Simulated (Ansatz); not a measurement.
# Geometry relaxation of MoSe (part 2 of 2)

The same run, continued: MoSe (2 atoms in the cell); DFT PBE, scalar-relativistic, plane waves, PAW, spin-polarised (Ansatz 0.2.0); cutoff 420 eV, 6×6×6 k-mesh, Gaussian smearing of 0.1 eV, collinear spins. The structure was built on a prototype by a generator; it need not be a known phase. It belongs to a series of runs on one base structure; here: CuPt (L1_1) type (R-3m, No. 166).

Geometry of the input (Å; fractional positions):
```
1.5314  0.8841  4.8777
-1.5314  0.8841  4.8777
0.0000  -1.7683  4.8777
Mo 0.0000  0.0000  0.0000
Se 0.5000  0.5000  0.5000
```

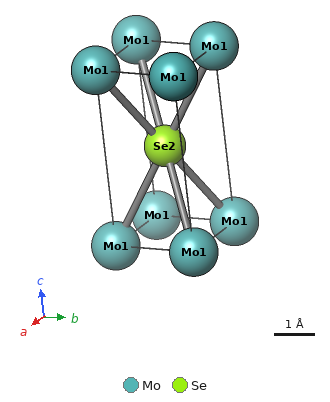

*The geometry at step 1 of the log (ball-and-stick view of the reduced cell, seen slightly off an axis; atoms are numbered from 1 in the order of the input).*

What the program printed, continued:
```
SCF iter   1: F=—  HF=-10424.039100 eV  |F-HF|=—  |Δ(HF+E_count)|=         —  Δρ=4.79e-3 (↑4.79e-3 ↓3.51e-3)  dr2=5.41e-3  dr2_m=4.85e-3  M=0.354 μB ∫|m|=0.412 μB  β_m=0.30  ethr=1.77e-5  ⟨swp⟩=2.0  Hψ=8314  notcnv=0
preconditioner: auto → Kerker (q_TF=auto, 2.638 Å⁻¹)  [metal: Δε(μ)=0.006 eV  Ē_g=8.040 eV  σ=0.100 eV  W_gap=0.03  n_scr=14 (ndim 8)  ℏωp=21.2 eV  f_vac=0.000  D(μ)=3.10/eV (n_scr^D=28)]
spin=Collinear: Kerker preconditioning applied to the charge; magnetization (m = ρ↑ − ρ↓) channel mixes plain (no charge-response kernel on spin).
SCF iter   2: F=—  HF=-10424.040331 eV  |F-HF|=—  |Δ(HF+E_count)|=   1.23e-3  Δρ=3.81e-3 (↑3.81e-3 ↓3.12e-3)  dr2=1.84e-3  dr2_m=3.54e-3  M=0.333 μB ∫|m|=0.390 μB  β_m=0.65  ethr=1.77e-5  ⟨swp⟩=1.0  Hψ=1280  notcnv=0
SCF iter   3: F=—  HF=-10424.044432 eV  |F-HF|=—  |Δ(HF+E_count)|=   4.10e-3  Δρ=2.08e-3 (↑2.08e-3 ↓1.20e-3)  dr2=8.13e-4  dr2_m=8.47e-4  M=0.254 μB ∫|m|=0.302 μB  β_m=0.72  ethr=6.15e-6  ⟨swp⟩=2.4  Hψ=2172  notcnv=0
SCF iter   4: F=—  HF=-10424.045582 eV  |F-HF|=—  |Δ(HF+E_count)|=   1.15e-3  Δρ=8.38e-4 (↑6.53e-4 ↓8.38e-4)  dr2=1.46e-4  dr2_m=1.70e-4  M=0.197 μB ∫|m|=0.231 μB  β_m=0.86  ethr=2.71e-6  ⟨swp⟩=2.0  Hψ=2175  notcnv=0
SCF iter   5: F=—  HF=-10424.046034 eV  |F-HF|=—  |Δ(HF+E_count)|=   4.53e-4  Δρ=3.88e-4 (↑3.60e-4 ↓3.88e-4)  dr2=1.60e-5  dr2_m=4.20e-5  M=0.153 μB ∫|m|=0.173 μB  β_m=0.93  ethr=4.88e-7  ⟨swp⟩=2.0  Hψ=2246  notcnv=0
SCF iter   6: F=—  HF=-10424.046172 eV  |F-HF|=—  |Δ(HF+E_count)|=   1.38e-4  Δρ=2.50e-4 (↑2.50e-4 ↓2.41e-4)  dr2=2.79e-6  dr2_m=1.95e-5  M=0.124 μB ∫|m|=0.139 μB  β_m=0.96  ethr=5.33e-8  ⟨swp⟩=2.0  Hψ=2251  notcnv=0
SCF iter   7: F=—  HF=-10424.046274 eV  |F-HF|=—  |Δ(HF+E_count)|=   1.02e-4  Δρ=1.42e-4 (↑1.42e-4 ↓1.42e-4)  dr2=1.07e-6  dr2_m=6.51e-6  M=0.088 μB ∫|m|=0.096 μB  β_m=0.98  ethr=9.30e-9  ⟨swp⟩=2.8  Hψ=2428  notcnv=0
SCF iter   8: F=—  HF=-10424.046331 eV  |F-HF|=—  |Δ(HF+E_count)|=   5.65e-5  Δρ=8.66e-5 (↑8.66e-5 ↓6.12e-5)  dr2=1.94e-6  dr2_m=1.38e-6  M=0.045 μB ∫|m|=0.049 μB  β_m=0.99  ethr=3.56e-9  ⟨swp⟩=3.1  Hψ=2684  notcnv=0
SCF iter   9: F=—  HF=-10424.046345 eV  |F-HF|=—  |Δ(HF+E_count)|=   1.49e-5  Δρ=2.42e-5 (↑2.42e-5 ↓2.26e-5)  dr2=3.14e-7  dr2_m=1.17e-7  M=0.014 μB ∫|m|=0.015 μB  β_m=1.00  ethr=3.56e-9  ⟨swp⟩=2.8  Hψ=2379  notcnv=0
iter 10 did not close the SCF: its close was put off for a magnetic moment that had not settled (scf_convergence_deferred on its scf_iter line)
SCF iter  10: F=-10424.046347 eV  HF=-10424.046347 eV  |F-HF|=1.25e-8  |Δ(HF+E_count)|=   1.47e-6  Δρ=7.23e-6 (↑7.23e-6 ↓6.81e-6)  dr2=3.66e-8  dr2_m=7.52e-9  M=0.003 μB ∫|m|=0.004 μB  β_m=1.00  ethr=6.67e-10  ⟨swp⟩=7.0  Hψ=6205  notcnv=0
iter 11 did not close the SCF: its close was put off for a magnetic moment that had not settled (scf_convergence_deferred on its scf_iter line)
SCF iter  11: F=-10424.046347 eV  HF=-10424.046347 eV  |F-HF|=4.11e-10  |Δ(HF+E_count)|=   7.41e-8  Δρ=2.10e-6 (↑1.66e-6 ↓2.10e-6)  dr2=7.01e-10  dr2_m=1.03e-9  M=0.001 μB ∫|m|=0.001 μB  β_m=1.00  ethr=1.22e-10  ⟨swp⟩=2.0  Hψ=4532  notcnv=0
iter 12 did not close the SCF: its close was put off for a magnetic moment that had not settled (scf_convergence_deferred on its scf_iter line)
SCF iter  12: F=-10424.046347 eV  HF=-10424.046347 eV  |F-HF|=3.78e-10  |Δ(HF+E_count)|=   1.29e-8  Δρ=1.25e-6 (↑6.40e-7 ↓1.25e-6)  dr2=7.30e-10  dr2_m=1.19e-10  M=0.000 μB ∫|m|=0.000 μB  β_m=1.00  ethr=2.34e-12  ⟨swp⟩=1.0  Hψ=4086  notcnv=0
SCF iter  13: F=-10424.046347 eV  HF=-10424.046347 eV  |F-HF|=3.64e-12  |Δ(HF+E_count)|=  8.95e-10  Δρ=2.44e-7 (↑2.44e-7 ↓1.45e-7)  dr2=2.39e-11  dr2_m=8.62e-12  M=-0.000 μB ∫|m|=0.000 μB  ethr=2.34e-12  ⟨swp⟩=1.0  Hψ=3796  notcnv=0
WARN: the starting moments were not kept: the SCF closed with an absolute magnetisation of 7.7e-5 μB, where they sum to 0.46 μB in size (1 site). That is at most 0.1 of that sum. Measured as dr2_m measures the in/out step, that magnetisation stands 1.1e-9 eV from none, at or under the dr2_threshold of 2.0e-7 eV: it is no larger than a step whose dr2_m would equal this threshold. The system may hold no moment; this SCF shows only that its start led to no more than that. This SCF took its magnetisation from the state that an earlier stage of the run handed on, and the starting moments (crystal.atoms[].spin, magnetization.per_species, magnetization.initial_magnetization, or on a non-collinear deck that types none of these the spinor_matrix: blocks that start its atoms; where the total moment is fixed, keep their sum and leave initial_magnetization as it is) reach it only through that state. Under a hybrid functional, moments that its semilocal warm-up loses can be held through it (magnetization.spin_locking: {lock_spins: true, release_at_the_exchange_loop: true}, refused in a deck that types no crystal.atoms[].spin or magnetization.per_species, and beside md: or magnetic_configurations:, beside output.atomic_orbital_hamiltonian at one k-point under exchange of full range, and beside output.current_voltage). To try another start, change the starting moments or, where the run itself opened from a saved state (the deck's checkpoint.read, a session's seed or a resume), run it without that state.
SCF 2 converged in 13 iterations: F = -10424.046347 eV  dr2 = 2.39e-11
relax step   2: F+E_penalty+E_count = -10424.04634700 eV  Δ(F+E_penalty+E_count) = -4.688e-1 eV  max|allowed force component| = 6.311e-30 eV/Å  Δτ_max = 0.0000 Å  P = -14.114 GPa  Ω = 36.726 Å³  energy of the carried Pulay correction = +3.340e-4 eV  (13 SCF iters, dr2 threshold 2.00e-7 eV, accepted)
[... from here on the SCF iterations and repeated set-up lines of each step are left out, up to the last step ...]
SCF 3 converged in 11 iterations: F = -10424.418792 eV  dr2 = 5.88e-11
relax step   3: F+E_penalty+E_count = -10424.41879208 eV  Δ(F+E_penalty+E_count) = -3.724e-1 eV  max|allowed force component| = 7.363e-30 eV/Å  Δτ_max = 0.0000 Å  P = -9.628 GPa  Ω = 34.819 Å³  energy of the carried Pulay correction = +5.708e-4 eV  (11 SCF iters, dr2 threshold 2.00e-7 eV, accepted)
SCF 4 converged in 11 iterations: F = -10424.674911 eV  dr2 = 6.60e-12
relax step   4: F+E_penalty+E_count = -10424.67491125 eV  Δ(F+E_penalty+E_count) = -2.561e-1 eV  max|allowed force component| = 4.207e-30 eV/Å  Δτ_max = 0.0000 Å  P = -3.201 GPa  Ω = 33.077 Å³  energy of the carried Pulay correction = +7.982e-4 eV  (11 SCF iters, dr2 threshold 2.00e-7 eV, accepted)
SCF 5 converged in 17 iterations: F = -10424.757479 eV  dr2 = 1.32e-12
relax step   5: F+E_penalty+E_count = -10424.75747890 eV  Δ(F+E_penalty+E_count) = -8.257e-2 eV  max|allowed force component| = 6.311e-30 eV/Å  Δτ_max = 0.0000 Å  P = +3.590 GPa  Ω = 32.003 Å³  energy of the carried Pulay correction = +9.473e-4 eV  (17 SCF iters, dr2 threshold 2.00e-7 eV, accepted)
SCF 6 converged in 12 iterations: F = -10424.764286 eV  dr2 = 2.72e-12
relax step   6: F+E_penalty+E_count = -10424.76428631 eV  Δ(F+E_penalty+E_count) = -6.807e-3 eV  max|allowed force component| = 6.732e-29 eV/Å  Δτ_max = 0.0000 Å  P = +0.794 GPa  Ω = 32.509 Å³  energy of the carried Pulay correction = +8.803e-4 eV  (12 SCF iters, accepted)
SCF 7 converged in 12 iterations: F = -10424.764922 eV  dr2 = 2.52e-13
relax step   7: F+E_penalty+E_count = -10424.76492236 eV  Δ(F+E_penalty+E_count) = -6.360e-4 eV  max|allowed force component| = 2.104e-29 eV/Å  Δτ_max = 0.0000 Å  P = +0.033 GPa  Ω = 32.672 Å³  energy of the carried Pulay correction = +8.593e-4 eV  (12 SCF iters, accepted)
Basis set: ecut = 420 eV, 637 PW (Γ), FFT grids on a1−a3, a2−a3, a3, exchange–correlation on 48×48×60 points (8 copies of the dense FFT grid, shifted against one another)
Initial wavefunctions: pseudopotential atomic-orbital guess (no wavefunctions were taken with the density)
iter 1 solved again at ethr=1.35e-8 eV; its pass at ethr=3.10e-3 eV (dr2=4.06e-6 eV) is discarded
SCF iter   1: F=—  HF=-10424.764013 eV  |F-HF|=—  |Δ(HF+E_count)|=         —  Δρ=1.80e-4 (↑1.80e-4 ↓1.80e-4)  dr2=2.59e-6  dr2_m=2.27e-12  M=-0.000 μB ∫|m|=0.000 μB  β_m=0.30  ethr=1.35e-8  ⟨swp⟩=3.2  Hψ=9592  notcnv=0
preconditioner: auto → Kerker (q_TF=auto, 2.690 Å⁻¹)  [metal: Δε(μ)=0.031 eV  Ē_g=9.193 eV  σ=0.100 eV  W_gap=0.17  n_scr=14 (ndim 8)  ℏωp=22.5 eV  f_vac=0.000  D(μ)=3.52/eV (n_scr^D=52)]
spin=Collinear: Kerker preconditioning applied to the charge; magnetization (m = ρ↑ − ρ↓) channel mixes plain (no charge-response kernel on spin).
SCF iter   2: F=—  HF=-10424.764063 eV  |F-HF|=—  |Δ(HF+E_count)|=   4.94e-5  Δρ=1.27e-4 (↑1.27e-4 ↓1.27e-4)  dr2=1.30e-6  dr2_m=1.70e-12  M=-0.000 μB ∫|m|=0.000 μB  β_m=0.57  ethr=8.63e-9  ⟨swp⟩=1.0  Hψ=1280  notcnv=0
SCF iter   3: F=—  HF=-10424.764110 eV  |F-HF|=—  |Δ(HF+E_count)|=   4.76e-5  Δρ=1.77e-5 (↑1.77e-5 ↓1.76e-5)  dr2=3.72e-8  dr2_m=1.02e-12  M=-0.000 μB ∫|m|=0.000 μB  β_m=0.61  ethr=4.34e-9  ⟨swp⟩=2.1  Hψ=2127  notcnv=0
SCF iter   4: F=—  HF=-10424.764111 eV  |F-HF|=—  |Δ(HF+E_count)|=   7.66e-7  Δρ=2.42e-6 (↑2.40e-6 ↓2.42e-6)  dr2=3.06e-9  dr2_m=6.82e-13  M=-0.000 μB ∫|m|=0.000 μB  β_m=0.75  ethr=1.24e-10  ⟨swp⟩=2.0  Hψ=2234  notcnv=0
SCF iter   5: F=-10424.764111 eV  HF=-10424.764111 eV  |F-HF|=2.00e-10  |Δ(HF+E_count)|=  4.69e-10  Δρ=4.63e-7 (↑4.63e-7 ↓4.56e-7)  dr2=1.00e-10  dr2_m=6.00e-13  M=-0.000 μB ∫|m|=0.000 μB  ethr=4.27e-12  ⟨swp⟩=4.0  Hψ=3695  notcnv=0
the starting moments were not kept: the SCF closed with an absolute magnetisation of 4.1e-5 μB, where they sum to 0.46 μB in size (1 site). That is at most 0.1 of that sum. Measured as dr2_m measures the in/out step, that magnetisation stands 4.0e-10 eV from none, at or under the dr2_threshold of 1.3e-9 eV: it is no larger than a step whose dr2_m would equal this threshold.
SCF 8 converged in 5 iterations: F = -10424.764111 eV  dr2 = 1.00e-10
relax step   8: F+E_penalty+E_count = -10424.76411119 eV  Δ(F+E_penalty+E_count) = +8.112e-4 eV  max|allowed force component| = 2.524e-29 eV/Å  Δτ_max = 0.0000 Å  P = +0.042 GPa  Ω = 32.672 Å³  stress off target by 1.09e-1 GPa  SCF on the basis re-selected at this cell (its energy is not comparable with the rows above)  (5 SCF iters)
basis re-selected at this cell: Δ(F+E_penalty+E_count) = +8.112e-4 eV, ΔP = +0.009 GPa vs the last step (what re-selecting the basis moved, of the pressure what is left beyond the Pulay correction that the steps carried, after the strain that the cell walked since its last selection, with what the two solves' SCF thresholds leave and, on support functions, any second-order correction that the steps lacked; it is no measure of the basis error at this ecutwfc). The dense FFT grid was sized anew with the basis: this SCF ran on 24×24×30 points, the steps before it on 24×24×36, so part of this shift can come from that change (see relax.cell in the input reference). This SCF's stress stands 1.09e-1 GPa from its target on what of the cell is left free (relax.cell.stress_tol is 4.00e-1 GPa) and its largest allowed force component is 2.52e-29 eV/Å (relax.f_tol is 4.00e-2 eV/Å): within both
SCF converged after 5 iterations
Magnetization: -0.0000 μB (15.0000 up, 15.0000 down)
Absolute magnetization: 0.0000 μB (∫|ρ↑−ρ↓|, with the PAW one-centre terms)
Spin contamination: 0.0000 ħ² per cell (⟨S²⟩ above its minimum at these occupations)
Per-site moments (μB) at R_I (Å): [(-2.9544709106785494e-5, 1.0974598957824586), (-5.40898530930882e-7, 1.0974598957824586)]
Free energy (F): -10424.764111 eV
Harris-Foulkes:  -10424.764111 eV  (|F-HF|=2.00e-10)
Internal energy: -10424.746486 eV  (E = F + TS)
E sigma→0 (E₀):  -10424.755299 eV
Entropy (-TS):   -0.017625 eV (-8.813 meV/atom)
Fermi energy:    17.875168 eV
--- Per-component energies (eV) ---
  E_band       = -347.608436
  E_kinetic    = 561.835973
  E_local      = -2714.659579  (includes V_loc(G=0)·N_el)
  E_nonlocal   = -450.148186
  E_hartree    = 1255.488903
  E_xc         = -288.256139
  E_vxc        = -328.144546  (∫ρ·V_xc dr)
  E_paw        = -5114.157143  (= ΣΔE_a)
  E_vpaw       = 72.530308  (= ΣTr[D̂ρ^β])
  E_aug_tail   = -0.000544  (compensation charges beyond the density's cutoff)
  E_ewald      = -3674.849772
  E_smearing   = -0.017625  (= −TS)
  E_closure    = 0.000000  (closes the sum)
  Σ components = -10424.764111   (vs F -10424.764111, Δ=0.00e0)
--- Forces (eV/Å), atoms counted from 1 ---
  atom   1  Mo     0.00000000     0.00000000    -0.00000000
  atom   2  Se    -0.00000000    -0.00000000     0.00000000
  max |Σ_I F_I| component: 1.68e-29 eV/Å
--- Stress (GPa, compression-positive) ---
        0.108788       0.000000       0.000000
        0.000000       0.108788       0.000000
        0.000000       0.000000      -0.092147
  P = ⅓ Tr σ = 0.0418 GPa (0.418 kbar)
--- Band table (eV; the first three rows and the last of 64) ---
  k-point 0 ↑: bands = ["-43.2517", "-30.9013", "-30.8953", "-30.8953", "-30.8817", "-30.8817", "-17.4542", "-17.0865", "-17.0865", "1.6320", "13.3437", "13.9739", "16.7828", "16.7828", "18.0338", "18.0338", "18.6814", "18.6814", "21.8304", "27.6770"]
  k-point 1 ↑: bands = ["-43.2388", "-30.9003", "-30.8964", "-30.8956", "-30.8817", "-30.8795", "-17.4362", "-17.2016", "-17.1124", "2.1372", "12.6530", "14.6688", "15.3193", "16.3558", "16.9268", "17.4418", "19.3636", "20.2792", "22.9201", "26.8990"]
  k-point 2 ↑: bands = ["-43.2130", "-30.8993", "-30.8980", "-30.8961", "-30.8814", "-30.8751", "-17.4287", "-17.3973", "-17.1639", "3.4495", "11.5433", "11.8801", "15.0066", "15.5373", "17.8933", "19.0185", "21.2528", "21.4842", "23.0773", "24.4698"]
  k-point 31 ↓: bands = ["-43.2508", "-30.9015", "-30.8955", "-30.8955", "-30.8817", "-30.8817", "-17.4939", "-17.0856", "-17.0856", "2.4446", "9.8045", "15.5891", "15.5891", "15.9729", "18.0008", "18.0008", "21.7291", "21.7291", "24.5540", "27.4157"]
--- Relaxed structure (7 steps of the walk, 7 accepted, 1 SCFs on fresh bases) ---
  F+E_penalty+E_count = -10424.76411119 eV   max|allowed force component| = 2.524e-29 eV/Å   (the final SCF, on the basis selected at the relaxed cell)
  cell:  # Å, volume = 32.6722 Å³
    - [1.5462451780018394, 0.892725069739044, 3.944857451320492]
    - [-1.5462451780018394, 0.892725069739044, 3.944857451320492]
    - [1.3489063020545837e-34, -1.7854501395185252, 3.9448574513113406]
  atoms:
    - { symbol: Mo, position: [1.6283870925856625e-34, 1.6283870925856625e-34, 1.804241426433776e-34] }
    - { symbol: Se, position: [0.5000000000000001, 0.5000000000000001, 0.5] }
--- Löwdin populations: 2 sites ---
  site symbol       q [e]    m [muB]
     0     Mo     13.9342    -0.0000
     1     Se     15.9213     0.0000
  spilling = 0.004819 (of n_electrons = 30.000000)
```

File populations.tsv:
```
# site	symbol	l	j	q_up	q_dn
# orbitals = lowdin
# n_electrons = 30.000000
# spilling = 0.004819
0	Mo	0_4S	-	0.985278	0.985278
0	Mo	0_5S	-	0.281108	0.281110
0	Mo	1_4P	-	2.995531	2.995531
0	Mo	2_4D	-	2.705155	2.705192
1	Se	0_4S	-	0.862152	0.862154
1	Se	1_4P	-	2.098607	2.098606
1	Se	2_3D	-	4.999867	4.999867
```

Trajectory as extended XYZ (Å, eV, eV/Å), 8 frames, from step=1 to step=8:
```
2
Lattice="1.5314 0.8841 4.8777 -1.5314 0.8841 4.8777 0.0000 -1.7683 4.8777" Properties=species:S:1:pos:R:3:forces:R:3 step=1 energy=-10423.57756 pressure_GPa=-18.41
Mo    0.0000    0.0000    0.0000    0.0000   0.0000   0.0000
Se    0.0000    0.0000    7.3165    0.0000   0.0000   0.0000
2
Lattice="1.5118 0.8728 4.6387 -1.5118 0.8728 4.6387 0.0000 -1.7457 4.6387" Properties=species:S:1:pos:R:3:forces:R:3 step=2 energy=-10424.04635 pressure_GPa=-14.11
Mo    0.0000    0.0000    0.0000    0.0000   0.0000   0.0000
Se    0.0000    0.0000    6.9580    0.0000   0.0000   0.0000
2
Lattice="1.5113 0.8725 4.4008 -1.5113 0.8725 4.4008 0.0000 -1.7451 4.4008" Properties=species:S:1:pos:R:3:forces:R:3 step=3 energy=-10424.41879 pressure_GPa=-9.63
Mo    0.0000    0.0000    0.0000    0.0000   0.0000   0.0000
Se    0.0000    0.0000    6.6011    0.0000   0.0000   0.0000
2
Lattice="1.5144 0.8743 4.1635 -1.5144 0.8743 4.1635 0.0000 -1.7487 4.1635" Properties=species:S:1:pos:R:3:forces:R:3 step=4 energy=-10424.67491 pressure_GPa=-3.20
Mo    0.0000    0.0000    0.0000    0.0000   0.0000   0.0000
Se    0.0000    0.0000    6.2453    0.0000   0.0000   0.0000
2
Lattice="1.5333 0.8853 3.9294 -1.5333 0.8853 3.9294 0.0000 -1.7706 3.9294" Properties=species:S:1:pos:R:3:forces:R:3 step=5 energy=-10424.75748 pressure_GPa=3.59
Mo    0.0000    0.0000    0.0000    0.0000   0.0000   0.0000
Se    0.0000    0.0000    5.8941    0.0000   0.0000   0.0000
2
Lattice="1.5416 0.8900 3.9491 -1.5416 0.8900 3.9491 0.0000 -1.7800 3.9491" Properties=species:S:1:pos:R:3:forces:R:3 step=6 energy=-10424.76429 pressure_GPa=0.79
Mo    0.0000    0.0000    0.0000    0.0000   0.0000   0.0000
Se    0.0000    0.0000    5.9236    0.0000   0.0000   0.0000
2
Lattice="1.5462 0.8927 3.9449 -1.5462 0.8927 3.9449 0.0000 -1.7854 3.9449" Properties=species:S:1:pos:R:3:forces:R:3 step=7 energy=-10424.76492 pressure_GPa=0.03
Mo    0.0000    0.0000    0.0000    0.0000   0.0000   0.0000
Se    0.0000    0.0000    5.9173    0.0000   0.0000   0.0000
2
Lattice="1.5462 0.8927 3.9449 -1.5462 0.8927 3.9449 0.0000 -1.7854 3.9449" Properties=species:S:1:pos:R:3:forces:R:3 step=8 energy=-10424.76411 pressure_GPa=0.04
Mo    0.0000    0.0000    0.0000    0.0000   0.0000   0.0000
Se    0.0000    0.0000    5.9173    0.0000   0.0000   0.0000
```

Key numbers:

```csv
quantity,value
outcome,converged
space group (tolerance 0.01 Å),R-3m (166)
electrons treated,30
free energy,−10424.7641 eV
Fermi energy,17.875 eV
gap on the k-point mesh,none (metallic)
net moment of the cell,0.00 μB
integrated absolute moment,0.00 μB
pressure,0.04 GPa
final volume,32.67 Å³
largest force (length of the vector) at the end,under 0.001 eV/Å
final cell,"a = 4.330 Å, b = 4.330 Å, c = 4.330 Å, α = 41.84°, β = 41.84°, γ = 41.84°"
hardware,"1 thread of Intel Xeon (Granite Rapids), 192 GiB of memory available, shared host"
wall time,20 s
peak memory,0.38 GiB
```

Notes:

The electronic state found may not be the lowest one. Notes on the run: a screening estimate came out negative during mixing; some starting moments were not kept.
